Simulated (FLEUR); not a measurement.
System: Si₂Ni, space group Fm-3m (No. 225).

The given structure:
```yaml
crystal:
  lattice:
    - [0.00000, 2.70300, 2.70300]
    - [2.70300, 0.00000, 2.70300]
    - [2.70300, 2.70300, 0.00000]
  atoms:
    - { symbol: Ni, position: [0.00000, 0.00000, 0.00000] }
    - { symbol: Si, position: [0.75000, 0.75000, 0.75000] }
    - { symbol: Si, position: [0.25000, 0.25000, 0.25000] }
```

How it was computed, with FLEUR MaX-R8.1 (later development tree): all-electron LAPW DFT, collinear spins; energies at scaled volumes of the given cell, shape and fractions fixed, counted from the fit's minimum, third-order Birch-Murnaghan fit. Level: AM05, collinear spin.

| setting | value |
| --- | --- |
| k mesh | 9×9×9 |
| occupations | Fermi–Dirac |
| smearing width | 0.05 eV |
| potentials | all electron |
| program settings | basis FLAPW, kmax 5.27 1/bohr |

Describe the result: the energy against volume. The volume takes the values 12.38, 12.64, 13.17, 13.69, 13.96 Å³/atom.

A third-order Birch–Murnaghan fit gives V0 = 12.99 Å³/atom, B0 = 157 GPa and B′ = 3.9. The energy is 15.63 meV/atom at volume 12.38 Å³/atom and 31.10 meV/atom at 13.96 Å³/atom; the lowest computed point is at volume 13.17 Å³/atom (1.10 meV/atom).

| volume (Å³/atom) | energy (meV/atom) |
| --- | --- |
| 12.38 | 15.63 |
| 12.64 | 4.96 |
| 13.17 | 1.10 |
| 13.69 | 16.90 |
| 13.96 | 31.10 |

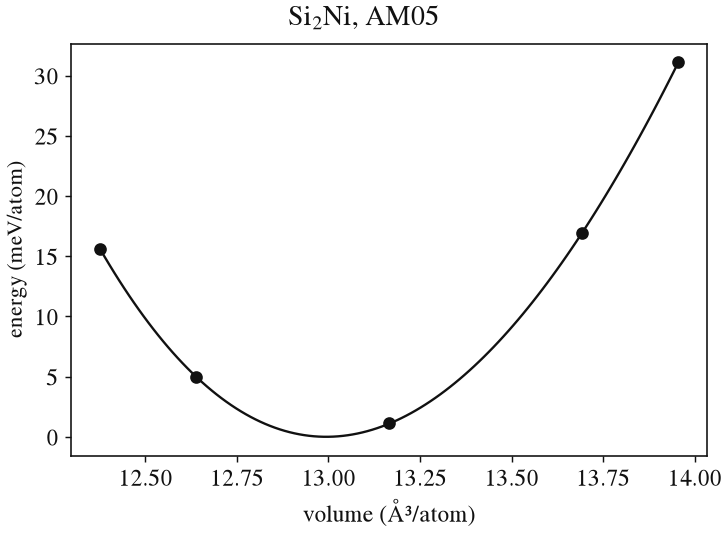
